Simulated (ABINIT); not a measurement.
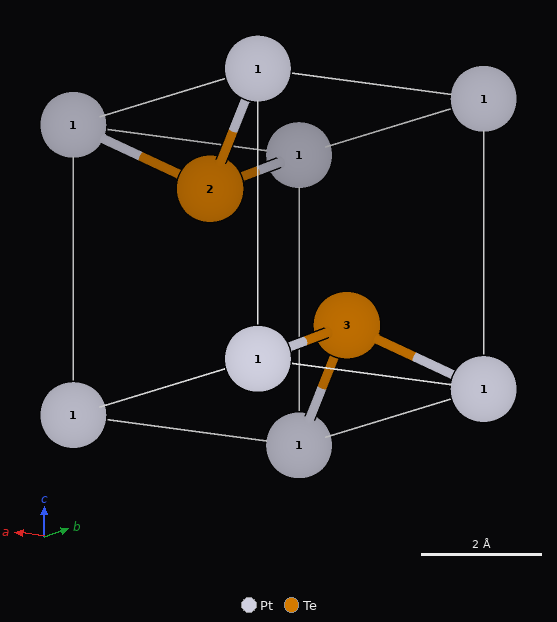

Figure 1. The structure (ball-and-stick view of the cell of the calculation, seen at an oblique angle; atoms are numbered from 1 in the order of the input). Near neighbours in the crystal (not all of them lie inside the picture): Pt has 6 Te at 2.66 Å; Te has 3 Pt at 2.66 Å.

# Single-point calculation, with input and output: PtTe2

The run: single-point calculation of PtTe2 (P-3m1, 3 atoms in the cell). Method and program: Kohn-Sham DFT of a periodic cell, PBEsol, JTH PAW PBE v2.0, no spin polarisation (ABINIT 10.8.3).

The structure derives from an entry of the Crystallography Open Database.

### The input
```
pp_dirpath "./"
pseudos "Pt.GGA_PBE-JTH.xml, Te.GGA_PBE-JTH.xml"

acell 3*1.0 Angstrom
rprim
     4.0100000000     0.0000000000     0.0000000000
    -2.0050000000     3.4727618692     0.0000000000
     0.0000000000     0.0000000000     5.2010000000
ntypat 2
znucl 78 52
natom 3
typat 1 2 2
xred
     0.0000000000     0.0000000000     0.0000000000
     0.6666666667     0.3333333333     0.7500000000
     0.3333333333     0.6666666667     0.2500000000

ecut 544.227725 eV
pawecutdg 40.0

kptopt 1
ngkpt 5 5 3
nshiftk 1
shiftk 0.0 0.0 0.0

ixc -116133

nband 15
occopt 3
tsmear 0.05 eV

nstep 100
tolvrs 1.0e-9

iomode 3
prtwf 0
prtden 0
prteig 0
prtebands 0
enunit 1
```

Command:
```bash
abinit run.abi > log 2>&1
```

### Output
```
.Version 10.8.3 of ABINIT
 Symmetries : space group P-3 m 1 (#164); Bravais hP (primitive hexag.)
================================================================================
 Values of the parameters that define the memory need of the present run
     intxc =       0    ionmov =       0      iscf =      17    lmnmax =      18
     lnmax =       6     mgfft =      40  mpssoang =       3    mqgrid =    3001
     natom =       3  nloc_mem =       2    nspden =       1   nspinor =       1
    nsppol =       1      nsym =      12    n1xccc =       1    ntypat =       2
    occopt =       3   xclevel =       2
       mpw =        2095          nfft =       40960          nkpt =          12
 PAW method is used; the additional fine FFT grid is defined by:
   mgfftf=        60    nfftf =    121500
================================================================================
================================================================================

--------------------------------------------------------------------------------
------------- Echo of variables that govern the present computation ------------
--------------------------------------------------------------------------------
 -outvars: echo values of preprocessed input variables --------
            acell      1.8897261259E+00  1.8897261259E+00  1.8897261259E+00 Bohr
              amu      1.95080000E+02  1.27600000E+02
             ecut      2.00000000E+01 Hartree
           enunit           1
              ixc     -116133
         kptrlatt        5    0    0      0    5    0      0    0    3
          kptrlen      2.94853967E+01
            natom           3
            nband          15
            ngfft          32      32      40
          ngfftdg          45      45      60
             nkpt          12
            nstep         100
             nsym          12
           ntypat           2
           occopt           3
        pawecutdg      4.00000000E+01 Hartree
         pawxcdev           0
           prtden           0
        prtebands           0
           prteig           0
            prtwf           0
            rprim      4.0100000000E+00  0.0000000000E+00  0.0000000000E+00
                      -2.0050000000E+00  3.4727618692E+00  0.0000000000E+00
                       0.0000000000E+00  0.0000000000E+00  5.2010000000E+00
          spgroup         164
           tolvrs      1.00000000E-09
           tsmear      1.83746611E-03 Hartree
            typat      1  2  2
           useylm           1
           xangst      0.0000000000E+00  0.0000000000E+00  0.0000000000E+00
                       2.0050000000E+00  1.1575872897E+00  3.9007500000E+00
                       5.7663674994E-17  2.3151745795E+00  1.3002500000E+00
            xcart      0.0000000000E+00  0.0000000000E+00  0.0000000000E+00
                       3.7889008824E+00  2.1875229444E+00  7.3713491856E+00
                       1.0896855315E-16  4.3750458889E+00  2.4571163952E+00
             xred      0.0000000000E+00  0.0000000000E+00  0.0000000000E+00
                       6.6666666667E-01  3.3333333333E-01  7.5000000000E-01
                       3.3333333333E-01  6.6666666667E-01  2.5000000000E-01
            znucl       78.00000   52.00000

================================================================================

 chkinp: Checking input parameters for consistency.

================================================================================
== DATASET  1 ==================================================================

--- !DatasetInfo
iteration_state: {dtset: 1, }
dimensions: {natom: 3, nkpt: 12, mband: 15, nsppol: 1, nspinor: 1, nspden: 1, mpw: 2095, }
cutoff_energies: {ecut:  20.0, pawecutdg:  40.0, }
electrons: {nelect:   2.20000000E+01, charge:   0.00000000E+00, occopt:   3.00000000E+00, tsmear:   1.83746611E-03, }
meta: {optdriver: 0, ionmov: 0, optcell: 0, iscf: 17, paral_kgb: 0, }
...

 Real(R)+Recip(G) space primitive vectors, cartesian coordinates (Bohr,Bohr^-1):
 R(1)=  7.5778018  0.0000000  0.0000000  G(1)=  0.1319644  0.0761897  0.0000000
 R(2)= -3.7889009  6.5625688  0.0000000  G(2)=  0.0000000  0.1523794  0.0000000
 R(3)=  0.0000000  0.0000000  9.8284656  G(3)=  0.0000000  0.0000000  0.1017453
 Unit cell volume ucvol=  4.8876808E+02 bohr^3
 Angles (23,13,12)=  9.00000000E+01  9.00000000E+01  1.20000000E+02 degrees

 Coarse grid specifications (used for wave-functions):

 getcut: wavevector=  0.0000  0.0000  0.0000  ngfft=  32  32  40
         ecut(hartree)=     20.000   => boxcut(ratio)=   2.02159

 Fine grid specifications (used for densities):

 getcut: wavevector=  0.0000  0.0000  0.0000  ngfft=  45  45  60
         ecut(hartree)=     40.000   => boxcut(ratio)=   2.03946

--- Pseudopotential description ------------------------------------------------
- pspini: atom type   1  psp file is ./Pt.GGA_PBE-JTH.xml
 Pseudopotential format is: paw10
 basis_size (lnmax)=  6 (lmn_size= 18), orbitals=   0   0   1   1   2   2
 Spheres core radius: rc_sph= 2.51621648
 Shapefunction is SIN type: shapef(r)=[sin(pi*r/rshp)/(pi*r/rshp)]**2
 Radius for shape functions =  2.25451594
 Compensation charge density is not taken into account in XC energy/potential

- pspini: atom type   2  psp file is ./Te.GGA_PBE-JTH.xml
 Pseudopotential format is: paw10
 basis_size (lnmax)=  4 (lmn_size=  8), orbitals=   0   0   1   1
 Spheres core radius: rc_sph= 2.31107438
 Shapefunction is SIN type: shapef(r)=[sin(pi*r/rshp)/(pi*r/rshp)]**2
 Radius for shape functions =  2.10488624
 Compensation charge density is not taken into account in XC energy/potential

   5.54887579E+03                                ecore*ucvol(ha*bohr**3)
--------------------------------------------------------------------------------

================================================================================

--- !BeginCycle
iteration_state: {dtset: 1, }
solver: {iscf: 17, nstep: 100, nline: 4, wfoptalg: 10, }
tolerances: {tolvrs: 1.00E-09, }
...

     iter   Etot(hartree)      deltaE(h)  residm     nres2
 ETOT  1  -43.691267691189    -4.369E+01 5.445E-02 1.229E+01
 ETOT  2  -43.855793425623    -1.645E-01 3.845E-03 1.297E+01
 ETOT  3  -43.772625556239     8.317E-02 4.190E-03 7.803E-01
 ETOT  4  -43.783745984082    -1.112E-02 6.834E-04 2.324E-01
 ETOT  5  -43.783932247290    -1.863E-04 1.233E-03 4.633E-02
 ETOT  6  -43.783898104586     3.414E-05 1.284E-04 1.905E-02
 ETOT  7  -43.783844969715     5.313E-05 6.065E-04 6.331E-03
 ETOT  8  -43.783850377043    -5.407E-06 1.105E-04 4.319E-04
 ETOT  9  -43.783850204658     1.724E-07 5.942E-04 4.286E-05
 ETOT 10  -43.783850636006    -4.313E-07 9.833E-05 2.532E-06
 ETOT 11  -43.783850694827    -5.882E-08 4.987E-04 6.635E-06
 ETOT 12  -43.783850680245     1.458E-08 7.257E-05 2.307E-06
 ETOT 13  -43.783850674687     5.558E-09 3.579E-04 3.602E-08
 ETOT 14  -43.783850676726    -2.039E-09 4.749E-05 5.134E-08
 ETOT 15  -43.783850676551     1.749E-10 2.287E-04 1.235E-09
 ETOT 16  -43.783850676585    -3.368E-11 2.864E-05 1.591E-09
 ETOT 17  -43.783850676582     3.482E-12 1.359E-04 3.365E-10

 At SCF step   17       nres2   =  3.37E-10 < tolvrs=  1.00E-09 =>converged.

 Cartesian components of stress tensor (hartree/bohr^3)
  sigma(1 1)= -2.10705519E-04  sigma(3 2)=  0.00000000E+00
  sigma(2 2)= -2.10705519E-04  sigma(3 1)=  0.00000000E+00
  sigma(3 3)= -1.36141221E-04  sigma(2 1)=  0.00000000E+00

--- !ResultsGS
iteration_state: {dtset: 1, }
comment   : Summary of ground state results
lattice_vectors:
- [  7.5778018,   0.0000000,   0.0000000, ]
- [ -3.7889009,   6.5625688,   0.0000000, ]
- [  0.0000000,   0.0000000,   9.8284656, ]
lattice_lengths: [   7.57780,    7.57780,    9.82847, ]
lattice_angles: [ 90.000,  90.000, 120.000, ] # degrees, (23, 13, 12)
lattice_volume:   4.8876808E+02
convergence: {deltae:  3.482E-12, res2:  3.365E-10, residm:  1.359E-04, diffor: null, }
etotal    :  -4.37838507E+01
entropy   :   0.00000000E+00
fermie    :  -1.44442410E-01
cartesian_stress_tensor: # hartree/bohr^3
- [ -2.10705519E-04,   0.00000000E+00,   0.00000000E+00, ]
- [  0.00000000E+00,  -2.10705519E-04,   0.00000000E+00, ]
- [  0.00000000E+00,   0.00000000E+00,  -1.36141221E-04, ]
pressure_GPa:   5.4679E+00
xred      :
- [  0.0000E+00,   0.0000E+00,   0.0000E+00, Pt]
- [  6.6667E-01,   3.3333E-01,   7.5000E-01, Te]
- [  3.3333E-01,   6.6667E-01,   2.5000E-01, Te]
cartesian_forces: # hartree/bohr
- [  4.73777718E-29,   8.20607080E-29,  -0.00000000E+00, ]
- [ -1.65822201E-28,  -2.87212478E-28,  -1.54244840E-02, ]
- [  1.18444430E-28,   2.05151770E-28,   1.54244840E-02, ]
force_length_stats: {min:   9.47555437E-29, max:   1.54244840E-02, mean:   1.02829893E-02, }
...

 Integrated electronic density in atomic spheres:
 ------------------------------------------------
 Atom  Sphere_radius  Integrated_density
    1        2.51622          8.74584709
    2        2.31107          3.11893429
    3        2.31107          3.11893429

================================================================================

 ----iterations are completed or convergence reached----

 Mean square residual over all n,k,spin=   76.424E-08; max=  13.592E-05
 reduced coordinates (array xred) for    3 atoms
       0.000000000000      0.000000000000      0.000000000000
       0.666666666667      0.333333333333      0.750000000000
       0.333333333333      0.666666666667      0.250000000000
 rms dE/dt=  7.1464E-02; max dE/dt=  1.5160E-01; dE/dt below (all hartree)
    1       0.000000000000      0.000000000000      0.000000000000
    2       0.000000000000      0.000000000000      0.151599009921
    3      -0.000000000000     -0.000000000000     -0.151599009921

 cartesian coordinates (angstrom) at end:
    1      0.00000000000000     0.00000000000000     0.00000000000000
    2      2.00500000000000     1.15758728973333     3.90075000000000
    3      0.00000000000000     2.31517457946667     1.30025000000000

 cartesian forces (hartree/bohr) at end:
    1      0.00000000000000     0.00000000000000    -0.00000000000000
    2     -0.00000000000000    -0.00000000000000    -0.01542448398212
    3      0.00000000000000     0.00000000000000     0.01542448398212
 frms,max,avg= 7.2711715E-03 1.5424484E-02   0.000E+00  0.000E+00  0.000E+00 h/b

 cartesian forces (eV/Angstrom) at end:
    1      0.00000000000000     0.00000000000000    -0.00000000000000
    2     -0.00000000000000    -0.00000000000000    -0.79315885665398
    3      0.00000000000000     0.00000000000000     0.79315885665398
 frms,max,avg= 3.7389867E-01 7.9315886E-01   0.000E+00  0.000E+00  0.000E+00 e/A
 length scales=  1.889726125908  1.889726125908  1.889726125908 bohr
              =  1.000000000000  1.000000000000  1.000000000000 angstroms
 Fermi (or HOMO) energy (eV) =  -3.93048   Average Vxc (eV)= -10.54545
 Eigenvalues (   eV  ) for nkpt=  12  k points:
 kpt#   1, nband= 15, wtk=  0.01333, kpt=  0.0000  0.0000  0.0000 (reduced coord)
 -18.14698  -14.59158  -10.71268   -9.90820   -9.90820   -7.80060   -7.80060   -6.51369
  -4.37596   -4.37596   -2.63362   -2.63362   -2.41359   -1.11024    0.54110
 prteigrs : prtvol=0 or 1, do not print more k-points.

--- !EnergyTerms
iteration_state     : {dtset: 1, }
comment             : Components of total free energy in Hartree
kinetic             :  1.27131403477204E+01
hartree             :  8.20224442306483E+00
xc                  : -1.09992153980864E+01
Ewald energy        : -4.09725226014165E+01
psp_core            :  1.13527786599476E+01
local_psp           : -2.42496730672874E+01
PAW spherical_terms :  1.69645853228067E-01
internal            : -4.37836017828295E+01
'-kT*entropy'       : -2.63462645670009E-04
total_energy        : -4.37838652454751E+01
total_energy_eV     : -1.19141966853661E+03
...

--- !EnergyTermsDC
iteration_state     : {dtset: 1, }
comment             : '"Double-counting" decomposition of free energy'
band_energy         : -7.55812264815967E+00
Ewald energy        : -4.09725226014165E+01
psp_core            :  1.13527786599476E+01
xc_dc               : -9.75813370320145E+00
PAW spherical_terms :  3.15241307889405E+00
internal            : -4.37835872139360E+01
'-kT*entropy'       : -2.63462645670009E-04
total_energy_dc     : -4.37838506765817E+01
total_energy_dc_eV  : -1.19141927209682E+03
...

--- !EnergyTermsWithPAWCore
iteration_state     : {dtset: 1, }
comment             : 'Components of total free energy, including PAW core contributions'
Total energy        : -3.19921638427478E+04
Total energy DC     : -3.19921638281790E+04
Total energy (eV)   : -8.70551127169719E+05
Total energy DC (eV): -8.70551126773280E+05
...

 Cartesian components of stress tensor (hartree/bohr^3)
  sigma(1 1)= -2.10705519E-04  sigma(3 2)=  0.00000000E+00
  sigma(2 2)= -2.10705519E-04  sigma(3 1)=  0.00000000E+00
  sigma(3 3)= -1.36141221E-04  sigma(2 1)=  0.00000000E+00

-Cartesian components of stress tensor (GPa)         [Pressure=  5.4679E+00 GPa]
- sigma(1 1)= -6.19917038E+00  sigma(3 2)=  0.00000000E+00
- sigma(2 2)= -6.19917039E+00  sigma(3 1)=  0.00000000E+00
- sigma(3 3)= -4.00541302E+00  sigma(2 1)=  0.00000000E+00

== END DATASET(S) ==============================================================
================================================================================

 -outvars: echo values of variables after computation  --------
            acell      1.8897261259E+00  1.8897261259E+00  1.8897261259E+00 Bohr
           etotal     -4.3783850677E+01
            fcart      4.7377771843E-29  8.2060707981E-29 -0.0000000000E+00
                      -1.6582220145E-28 -2.8721247793E-28 -1.5424483982E-02
                       1.1844442961E-28  2.0515176995E-28  1.5424483982E-02
            rprim      4.0100000000E+00  0.0000000000E+00  0.0000000000E+00
                      -2.0050000000E+00  3.4727618692E+00  0.0000000000E+00
                       0.0000000000E+00  0.0000000000E+00  5.2010000000E+00
           strten     -2.1070551856E-04 -2.1070551888E-04 -1.3614122126E-04
                       0.0000000000E+00  0.0000000000E+00  0.0000000000E+00
           xangst      0.0000000000E+00  0.0000000000E+00  0.0000000000E+00
                       2.0050000000E+00  1.1575872897E+00  3.9007500000E+00
                       5.7663674994E-17  2.3151745795E+00  1.3002500000E+00
             xred      0.0000000000E+00  0.0000000000E+00  0.0000000000E+00
                       6.6666666667E-01  3.3333333333E-01  7.5000000000E-01
                       3.3333333333E-01  6.6666666667E-01  2.5000000000E-01
 Calculation completed.
```

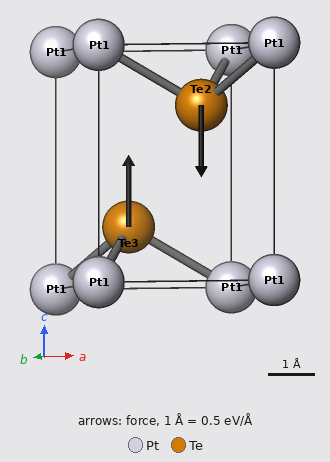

Figure 2. Forces on the atoms as black arrows (ball-and-stick view of the cell of the calculation, seen at an oblique angle; atoms are numbered from 1 in the order of the input). The largest act on Te2, Te3 (0.79 eV/Å). The geometry is not a stationary point of this energy.

### Summary

| quantity | value |
| --- | --- |
| outcome | converged |
| space group (tolerance 0.01 Å) | P-3m1 (164) |
| electrons treated | 22 |
| free energy | −1191.4193 eV |
| Fermi energy | −3.930 eV |
| gap on the k-point mesh | none (metallic) |
| pressure | 5.47 GPa |
| largest force (length of the vector) | 0.793 eV/Å |
| hardware | 1 thread of Arm Neoverse V1, 24 GiB of memory available, shared host |
| wall time | 32 s |
| peak memory | 0.12 GiB |

Spin–orbit coupling is left out, which matters for Pt. The cell is under a pressure of 5.5 GPa at this level, so it is not at its equilibrium volume.
